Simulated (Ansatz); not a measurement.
A series of calculations on W

## 1. Scan

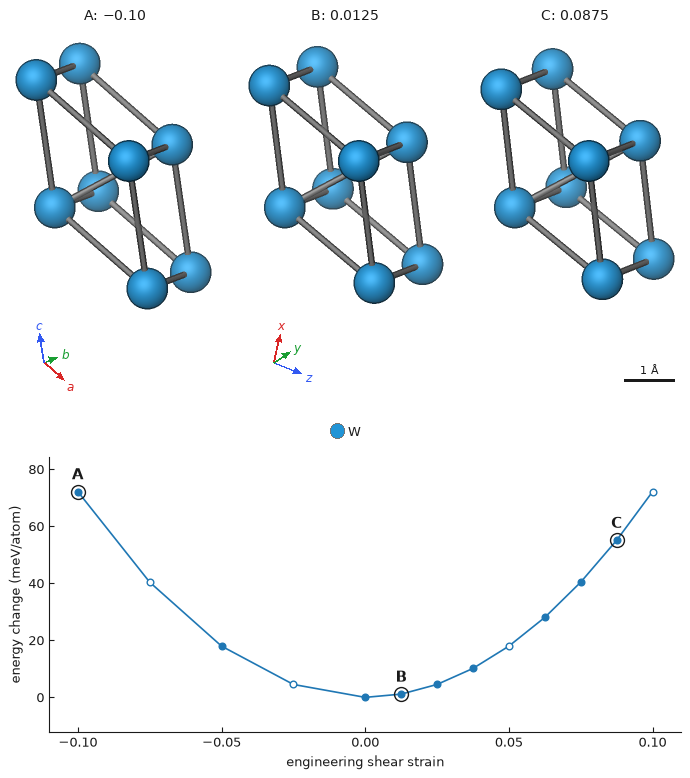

A scan of a crystal of W (Im-3m): the cell is strained in shear in the xz plane, with the atoms kept at their fractional coordinates. x, y and z are the Cartesian axes of the input. The lettered frames are marked on the plot. Hollow markers are points alike by symmetry, not computed again. The picture is a ball-and-stick view of the cell of the calculation, seen slightly off an axis.

The calculation used Ansatz, DFT PBE, scalar-relativistic, plane waves, PAW. Set-up: plane-wave cutoff 420 eV; k-point mesh 20 × 20 × 20; occupations gaussian; smearing width 0.15 eV; no spin polarisation. Energies (free energies at the smearing named) are counted from the cell as listed in its source, which wasn't relaxed.

Read off the main features of the energy profile.

Answer. Of the computed points the lowest is at the strain 0.00, 0.0 meV/atom. At the ends of the scan the energy is 72.1 meV/atom (−0.10) and 72.1 meV/atom (0.10). The unrelaxed reference is under a pressure of −3.1 GPa. The distortion takes the space group from Im-3m to Fmmm. At the strain −0.10 the cell of the drawing goes a 2.767 → 2.860 Å, b 2.767 → 2.675 Å, c 2.767 → 2.860 Å, β 109.5° → 112.1°.

The computed points:

```csv
engineering shear strain,energy change (meV/atom)
−0.1000,72.1
−0.0750,40.4
−0.0500,18.0
−0.0250,4.5
0.0000,0.0
0.0125,1.1
0.0250,4.5
0.0375,10.1
0.0500,18.0
0.0625,28.0
0.0750,40.4
0.0875,55.1
0.1000,72.1
```

Points that are alike by symmetry were computed once.

## 2. Scan

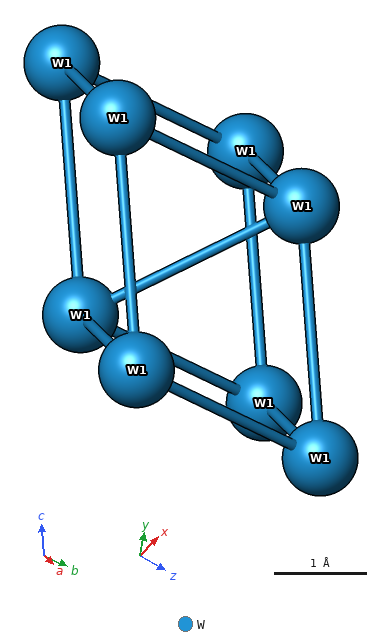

A crystal of W (Im-3m): the cell is strained equally along x and y and separately along z, with the atoms kept at their fractional coordinates. x, y and z are the Cartesian axes of the input. The picture shows the reference cell. The picture is a ball-and-stick view of the cell of the calculation, seen slightly off an axis.

Computed with DFT PBE, scalar-relativistic, plane waves, PAW in Ansatz 0.2.0. Set-up: plane-wave cutoff 420 eV; k-point mesh 20 × 20 × 20; occupations gaussian; smearing width 0.15 eV; no spin polarisation. Energies (free energies at the smearing named) are counted from the cell as listed in its source, which wasn't relaxed.

Input
```yaml
crystal:
  lattice:
    - [-1.5973, 1.5973, 1.5973]
    - [1.5973, -1.5973, 1.5973]
    - [1.5973, 1.5973, -1.5973]
  atoms:
    - { symbol: W, position: [0.0, 0.0, 0.0] }
basis:
  ecutwfc: 420
kpoints:
  mp_grid: { grid: [20, 20, 20] }
hamiltonian:
  xc: pbe
scf:
  occupations: { method: gaussian, width: 0.15 }
output:
  forces: true
  stress: true
  eigenvalues: true
  write_density: true
  write_potential: true
  elf: true
  volumetric_format: npy
```

Run as
```bash
ansatz run input.yaml --threads 1 --pin off --max-ram 2560MiB --backend cpu --events-out ev --progress --plain --runs-dir out
```

Give the energy at each point on a grid with rows −0.050, −0.025, 0.000, 0.025, 0.050 and columns −0.050, −0.025, 0.000, 0.025, 0.050 (strain along x and y; strain along z).

Rows: strain along x and y; columns: strain along z; values in meV/atom.

|  | −0.050 | −0.025 | 0.000 | 0.025 | 0.050 |
| --- | --- | --- | --- | --- | --- |
| −0.050 | 348 | 237 | 169 | 136 | 132 |
| −0.025 | 144 | 68 | 32 | 30 | 56 |
| 0.000 | 57 | 9 | 0 | 23 | 73 |
| 0.025 | 64 | 43 | 57 | 101 | 170 |
| 0.050 | 147 | 151 | 186 | 248 | 333 |

In pairs of (strain along x and y; strain along z): the lowest computed point lies at (0.000, 0.000) (0 meV/atom), the highest at (−0.050, −0.050) (348 meV/atom). The valley is tilted: raising the in-plane strain is made harder by raising the strain along z (cross term 0.44 of the geometric mean of the two curvatures). Over the ranges scanned the energy rises more along the first axis, the in-plane strain. The pressure runs from −34.0 GPa at (0.050, 0.050) to 58.5 GPa at (−0.050, −0.050).

As a map, interpolated between the computed points (dots):

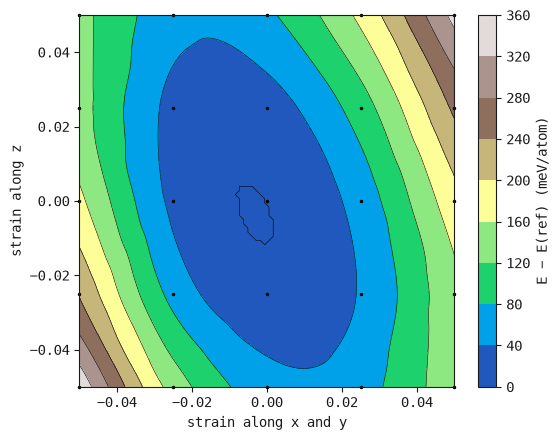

## 3. Energy map

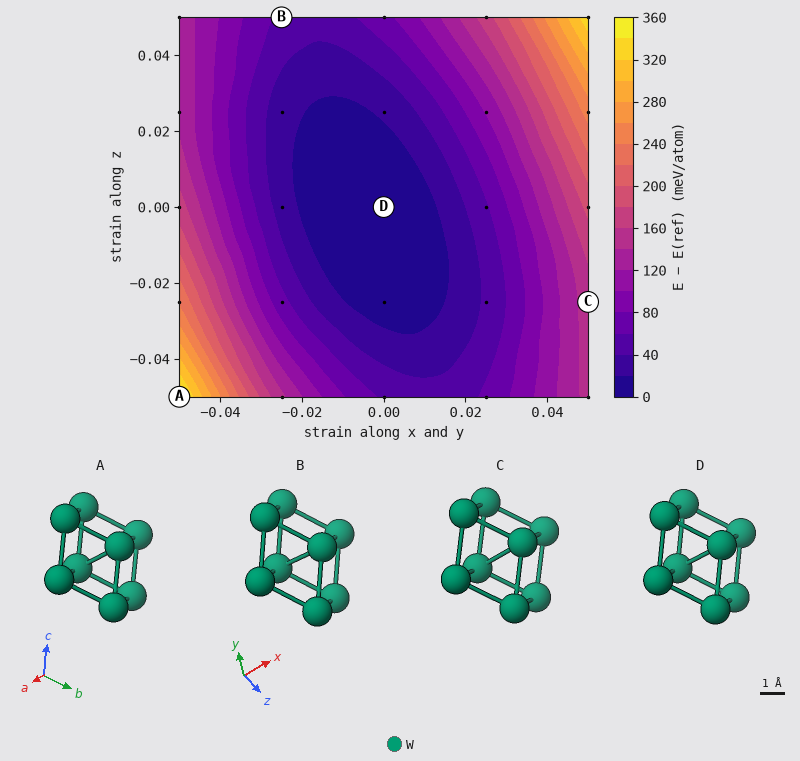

Energy scan for a crystal of W (Im-3m), in which the cell is strained equally along x and y and separately along z, with the atoms kept at their fractional coordinates. x, y and z are the Cartesian axes of the input. The map is interpolated between the computed points (dots). The lettered frames are marked on it. The picture is a ball-and-stick view of the cell of the calculation, seen slightly off an axis.

The calculation used DFT PBE, scalar-relativistic, plane waves, PAW (Ansatz 0.2.0). Settings: plane-wave cutoff 420 eV; k-point mesh 20 × 20 × 20; occupations gaussian; smearing width 0.15 eV; no spin polarisation. Energies (free energies at the smearing named) are counted from the cell as listed in its source, which wasn't relaxed.

### Where is the lowest point of the map, and what else does it tell?

In pairs of (strain along x and y; strain along z): the lowest computed point lies at (0.000, 0.000) (0 meV/atom), the highest at (−0.050, −0.050) (348 meV/atom). The valley is tilted: raising the in-plane strain is made harder by raising the strain along z (cross term 0.44 of the geometric mean of the two curvatures). Over the ranges scanned the energy rises more along the first axis, the in-plane strain. The pressure runs from −34.0 GPa at (0.050, 0.050) to 58.5 GPa at (−0.050, −0.050). The frames lie at A (−0.050, −0.050): 348 meV/atom, B (−0.025, 0.050): 56 meV/atom, C (0.050, −0.025): 151 meV/atom, D (0.000, 0.000): 0 meV/atom.
